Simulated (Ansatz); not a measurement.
# Geometry relaxation of Sn (part 1 of 2)

Sn (P6₃/mmc, 4 atoms in the cell), computed with DFT PBE, scalar-relativistic, plane waves, PAW, no spin polarisation (Ansatz 0.2.0).

The structure was built on a prototype by a generator; it need not be a known phase. Figures and captions count atoms from 1; the log counts them from 0 in places.

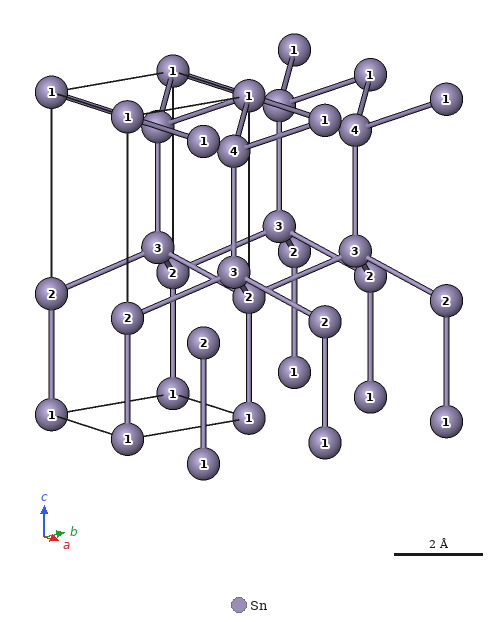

Figure 1. The starting structure (ball-and-stick view of the cell of the calculation, repeated 2 × 2 × 1, seen slightly off an axis; atoms are numbered from 1 in the order of the input). Near neighbours in the crystal (not all of them lie inside the picture): Sn has 4 Sn at 2.80 Å.

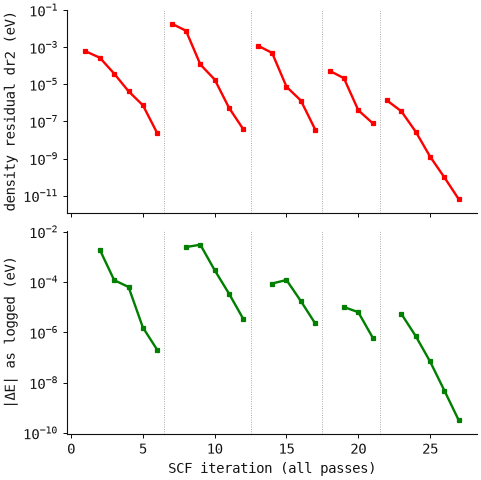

Figure 2. Convergence of the self-consistent field: density residual dr2 and size of the energy change against the SCF iteration. The dotted lines part the SCF passes of the relaxation: geometry steps, rejected trials and re-solves on a re-selected basis. The 5 passes take 4 to 6 iterations each, 27 in all.

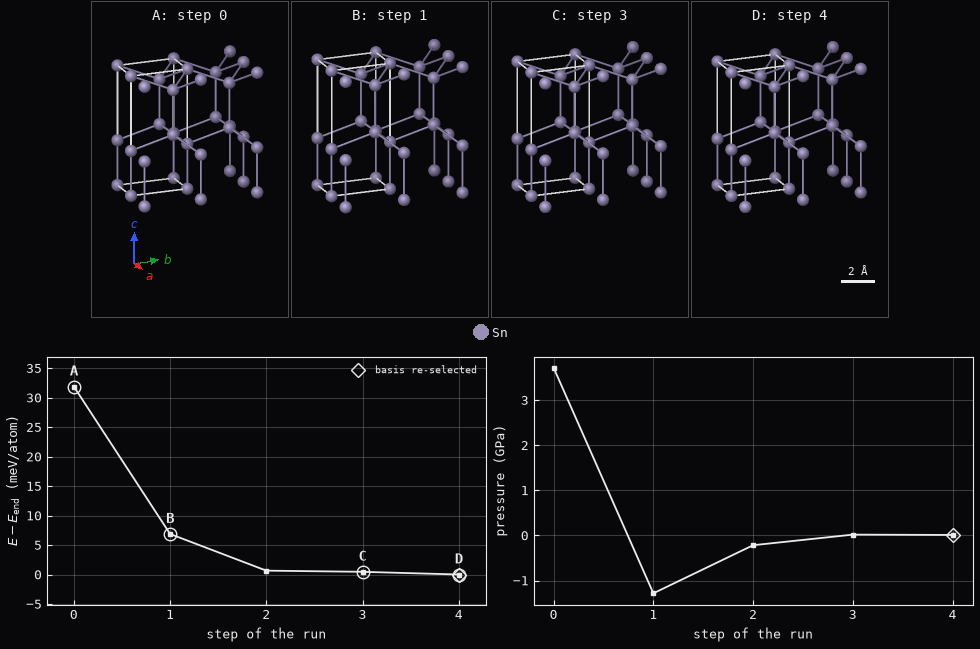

Figure 3. Frames of the relaxation (ball-and-stick view of the cell of the calculation, repeated 2 × 2 × 1, seen slightly off an axis) above the curves, on which the letters mark them (the first geometry is step 0 here and step 1 in the log).

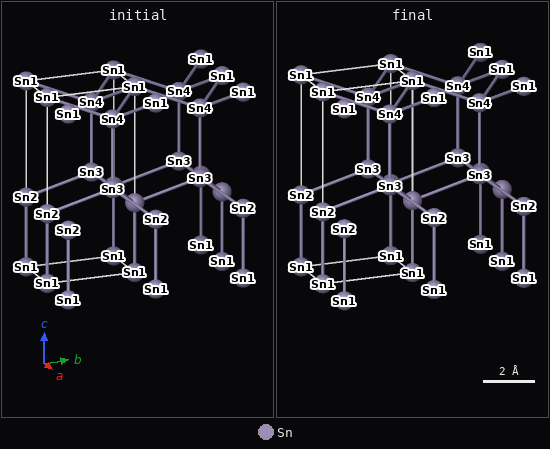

Figure 4. Before (left) and after (right) the relaxation, at one scale (ball-and-stick view of the cell of the calculation, repeated 2 × 2 × 1, seen slightly off an axis). After 3 geometry steps the energy has fallen by 31.4 meV per atom. Largest force component: 0.04 eV/Å at the start, 0.0024 eV/Å at the end. The pressure goes from 3.72 to 0.01 GPa. No atom moves by more than 0.005 Å relative to the cell. The volume changes by +8.7 %, with a = b 4.573 → 4.691 Å (+2.6 %), c 7.467 → 7.711 Å (+3.3 %). Distances before and after: Sn1–Sn2 2.800 → 2.890 Å, Sn1–Sn4 2.800 → 2.875 Å. The space group stays P6_3/mmc (No. 194). A last SCF at the same geometry on a re-selected plane-wave basis shifts the energy by −0.5 meV per atom. (Atoms are counted from 1 in the order of the input.)

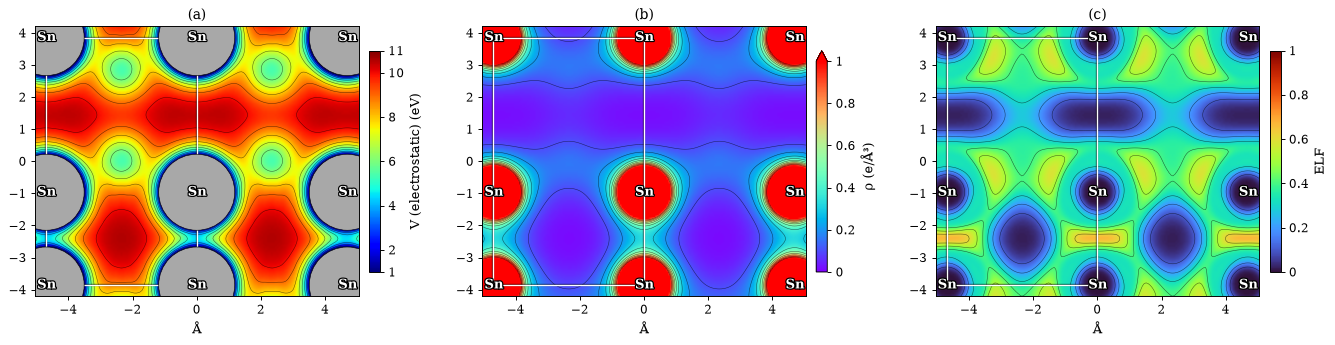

Figure 5. (a) electrostatic potential (local pseudopotential plus Hartree) felt by an electron; (b) valence electron density; (c) ELF on the (100) plane of the conventional cell. Grey discs, where drawn, cover atomic cores. Atoms in the plane: Sn. Sn–Sn (2.89 Å): ρ at the midpoint is about 0.33 e/Å³; the ELF peaks at about 0.65 between the atoms. Away from the nuclei the density in this plane falls to 0.01 e/Å³ at its lowest. Outside the cores the potential energy rises away from the atoms and is highest about 2.7 Å from the nearest atoms; outside the discs it spans about 9 eV, and its zero is arbitrary. Core electrons are frozen (PAW), so the fields are smoothed inside the atomic spheres.

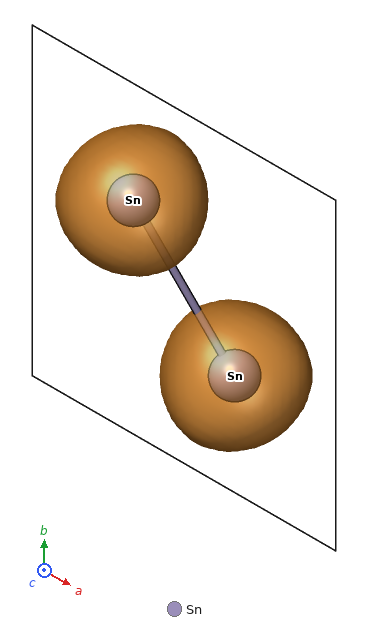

Figure 6. Isosurface of the valence pseudo-density at 0.5 e/Å³ (orange), seen along the c axis. Sticks mark near contacts. The outline is the cell set on symmetry axes. At this value the density breaks into separate islands; it holds about 75 % of the electrons treated as valence (semicore included). It is pinched off along the Sn–Sn (2.88 Å) contacts. On the grid the lowest density along these lines, outside the cores, is 0.34 e/Å³ (Sn–Sn, 2.88 Å).

The input that produced these results follows, with the program's output.

Input:
```yaml
crystal:
  lattice:
    - [4.572637, 0.0, 0.0]
    - [-2.286319, 3.96002, 0.0]
    - [0.0, 0.0, 7.467085]
  atoms:
    - { symbol: Sn, position: [0.0, 0.0, 0.0] }
    - { symbol: Sn, position: [0.0, 0.0, 0.375] }
    - { symbol: Sn, position: [0.33333333, 0.66666667, 0.5] }
    - { symbol: Sn, position: [0.33333333, 0.66666667, 0.875] }
basis:
  ecutwfc: 420
kpoints:
  mp_grid: { grid: [12, 12, 6] }
hamiltonian:
  xc: pbe
scf:
  occupations: { method: gaussian, width: 0.1 }
output:
  forces: true
  stress: true
  eigenvalues: true
  write_density: true
  write_potential: true
  elf: true
  volumetric_format: npy
relax:
  adjacent_minimum: "off"
  f_tol: 0.005
  max_steps: 80
  cell: { stress_tol: 0.05 }
```

Launch command:
```bash
ansatz run input.yaml --threads 1 --pin off --max-ram 2560MiB --backend cpu --events-out ev --progress --plain --runs-dir out
```

Output:
```
Engine: ansatz 0.2.0, aarch64-unknown-linux-gnu
Pseudopotentials: kind: paw
Pseudopotential: Sn, paw, valence charge 14, recommended cutoff 420 eV (normal), Sn.paw.azcp
Functional definition: PBE
  parameter kappa = 0.804
  parameter beta = 0.06672455060314922
  exchange = pbe_x(kappa = kappa, mu = beta*pi^2/3)
  correlation = pbe_c(beta = beta)
Crystal: 4 atoms, lattice volume = 135.212 Å³
Basis set: ecut = 420 eV, 2671 PW (Γ), exchange–correlation on 64×64×100 points (8 copies of the dense FFT grid, shifted against one another)
Bands: 34, of which v1, the nominal top of the filled ones, is band 28 counted from 1 (27 counted from 0)
Symmetry: 24 space group operations
Space group: P63/mmc (ITA 194), of the structure as read, at distance tolerance 5.1e-5 Å
k-points: 76 of 864
Non-local potential: Sn, projectors of the file, l = 0: 2, l = 1: 2, l = 2: 2, l = 3: 2
PAW form: soft (Blöchl's): semilocal exchange-correlation on the pseudo side does not see the compensation charge
PAW one-centre angular grid: Sn, 590 points (default); XC on 64 Gauss nodes
Initial density: superposition of atomic densities (neutral atoms: chi_scale 0, normalization atom), corrected by the library's trained network
Initial wavefunctions: pseudopotential atomic-orbital guess
Functional: x = pbe(κ = 0.804, μ = 0.2195149727645171), c = pbe(β = 0.06672455060314922)
SCF iter   1: F=—  HF=-24096.659457 eV  |F-HF|=—  |Δ(HF+E_count)|=         —  Δρ=6.22e-4  dr2=6.07e-4  ethr=1.77e-3  ⟨swp⟩=6.6  Hψ=11600  notcnv=0
preconditioner: auto → Resta (q_TF=auto, 2.356 Å⁻¹)  ε∞=2.5  [insulator: Δε(μ)=0.126 eV  Ē_g=19.505 eV  σ=0.100 eV  W_gap=0.53  n_scr=34 (ndim 8)  ℏωp=23.9 eV  f_vac=0.085  D(μ)=0.16/eV (n_scr^D=0)  ε∞_Penn≈2.5]
SCF iter   2: F=—  HF=-24096.657547 eV  |F-HF|=—  |Δ(HF+E_count)|=   1.91e-3  Δρ=3.89e-4  dr2=2.72e-4  ethr=1.08e-6  ⟨swp⟩=2.9  Hψ=5479  notcnv=0
SCF iter   3: F=—  HF=-24096.657665 eV  |F-HF|=—  |Δ(HF+E_count)|=   1.18e-4  Δρ=1.56e-4  dr2=3.77e-5  ethr=4.86e-7  ⟨swp⟩=2.0  Hψ=4615  notcnv=0
SCF iter   4: F=—  HF=-24096.657728 eV  |F-HF|=—  |Δ(HF+E_count)|=   6.33e-5  Δρ=6.30e-5  dr2=4.24e-6  ethr=6.73e-8  ⟨swp⟩=2.0  Hψ=3097  notcnv=0
SCF iter   5: F=—  HF=-24096.657730 eV  |F-HF|=—  |Δ(HF+E_count)|=   1.54e-6  Δρ=2.71e-5  dr2=7.44e-7  ethr=7.57e-9  ⟨swp⟩=2.0  Hψ=4609  notcnv=0
SCF iter   6: F=-24096.657729 eV  HF=-24096.657729 eV  |F-HF|=9.64e-9  |Δ(HF+E_count)|=   1.99e-7  Δρ=4.65e-6  dr2=2.32e-8  ethr=1.79e-10  ⟨swp⟩=11.5  Hψ=18918  notcnv=0
SCF 1 converged in 6 iterations: F = -24096.657729 eV  dr2 = 2.32e-8
  greatest PAW one-centre occupation: 0.990 electrons in one spin orbital (limit 2), on the Sn atom at site 3 (counted from 0), in its partial waves of l = 2
relax step   1: F+E_penalty+E_count = -24096.65772949 eV  Δ(F+E_penalty+E_count) = +0.000e0 eV  max|allowed force component| = 4.009e-2 eV/Å  Δτ_max = 0.0000 Å  P = +3.717 GPa  Ω = 135.212 Å³  (6 SCF iters, dr2 threshold 1.00e-7 eV, accepted)
Crystal: 4 atoms, lattice volume = 152.925 Å³
Basis set: ecut = 420 eV, 2973 PW (Γ), exchange–correlation on 64×64×100 points (8 copies of the dense FFT grid, shifted against one another)
Initial density: handed on by an earlier stage of this run
Initial wavefunctions: those handed on with the density
iter 1 solved again at ethr=3.34e-5 eV; its pass at ethr=3.10e-3 eV (dr2=1.87e-2 eV) is discarded
SCF iter   1: F=—  HF=-24096.751957 eV  |F-HF|=—  |Δ(HF+E_count)|=         —  Δρ=3.31e-3  dr2=1.88e-2  ethr=3.34e-5  ⟨swp⟩=1.2  Hψ=16334  notcnv=0
preconditioner: auto → Resta (q_TF=auto, 2.308 Å⁻¹)  ε∞=2.4  [insulator: Δε(μ)=0.115 eV  Ē_g=19.125 eV  σ=0.100 eV  W_gap=0.53  n_scr=34 (ndim 8)  ℏωp=22.5 eV  f_vac=0.141  D(μ)=0.18/eV (n_scr^D=0)  ε∞_Penn≈2.4]
SCF iter   2: F=—  HF=-24096.754404 eV  |F-HF|=—  |Δ(HF+E_count)|=   2.45e-3  Δρ=2.00e-3  dr2=7.72e-3  ethr=3.34e-5  ⟨swp⟩=1.0  Hψ=2584  notcnv=0
SCF iter   3: F=—  HF=-24096.757430 eV  |F-HF|=—  |Δ(HF+E_count)|=   3.03e-3  Δρ=2.39e-4  dr2=1.18e-4  ethr=1.38e-5  ⟨swp⟩=2.0  Hψ=3194  notcnv=0
SCF iter   4: F=—  HF=-24096.757723 eV  |F-HF|=—  |Δ(HF+E_count)|=   2.93e-4  Δρ=8.73e-5  dr2=1.81e-5  ethr=2.11e-7  ⟨swp⟩=3.0  Hψ=4891  notcnv=0
SCF iter   5: F=—  HF=-24096.757758 eV  |F-HF|=—  |Δ(HF+E_count)|=   3.41e-5  Δρ=1.47e-5  dr2=5.38e-7  ethr=3.23e-8  ⟨swp⟩=2.0  Hψ=4719  notcnv=0
SCF iter   6: F=-24096.757761 eV  HF=-24096.757761 eV  |F-HF|=1.89e-7  |Δ(HF+E_count)|=   3.32e-6  Δρ=4.00e-6  dr2=3.72e-8  ethr=7.14e-10  ⟨swp⟩=13.2  Hψ=18883  notcnv=0
SCF 2 converged in 6 iterations: F = -24096.757761 eV  dr2 = 3.72e-8
relax step   2: F+E_penalty+E_count = -24096.75776106 eV  Δ(F+E_penalty+E_count) = -1.000e-1 eV  max|allowed force component| = 1.972e-2 eV/Å  Δτ_max = 0.0003 Å  P = -1.283 GPa  Ω = 152.925 Å³  energy of the carried Pulay correction = -3.014e-3 eV  (6 SCF iters, dr2 threshold 4.00e-7 eV, accepted)
Crystal: 4 atoms, lattice volume = 147.951 Å³
Basis set: ecut = 420 eV, 2875 PW (Γ), exchange–correlation on 64×64×100 points (8 copies of the dense FFT grid, shifted against one another)
iter 1 solved again at ethr=2.32e-6 eV; its pass at ethr=3.10e-3 eV (dr2=1.30e-3 eV) is discarded
SCF iter   1: F=—  HF=-24096.782419 eV  |F-HF|=—  |Δ(HF+E_count)|=         —  Δρ=8.71e-4  dr2=1.23e-3  ethr=2.32e-6  ⟨swp⟩=3.0  Hψ=16115  notcnv=0
preconditioner: auto → Resta (q_TF=auto, 2.320 Å⁻¹)  ε∞=2.4  [insulator: Δε(μ)=0.120 eV  Ē_g=19.223 eV  σ=0.100 eV  W_gap=0.53  n_scr=34 (ndim 8)  ℏωp=22.8 eV  f_vac=0.097  D(μ)=0.17/eV (n_scr^D=0)  ε∞_Penn≈2.4]
SCF iter   2: F=—  HF=-24096.782505 eV  |F-HF|=—  |Δ(HF+E_count)|=   8.68e-5  Δρ=5.23e-4  dr2=4.92e-4  ethr=2.20e-6  ⟨swp⟩=1.0  Hψ=2584  notcnv=0
SCF iter   3: F=—  HF=-24096.782626 eV  |F-HF|=—  |Δ(HF+E_count)|=   1.20e-4  Δρ=6.33e-5  dr2=7.42e-6  ethr=8.78e-7  ⟨swp⟩=2.0  Hψ=3194  notcnv=0
SCF iter   4: F=—  HF=-24096.782643 eV  |F-HF|=—  |Δ(HF+E_count)|=   1.74e-5  Δρ=2.42e-5  dr2=1.34e-6  ethr=1.32e-8  ⟨swp⟩=2.0  Hψ=4715  notcnv=0
SCF iter   5: F=-24096.782645 eV  HF=-24096.782645 eV  |F-HF|=1.76e-7  |Δ(HF+E_count)|=   2.24e-6  Δρ=4.51e-6  dr2=3.66e-8  ethr=7.14e-10  ⟨swp⟩=12.6  Hψ=20564  notcnv=0
SCF 3 converged in 5 iterations: F = -24096.782645 eV  dr2 = 3.66e-8
```
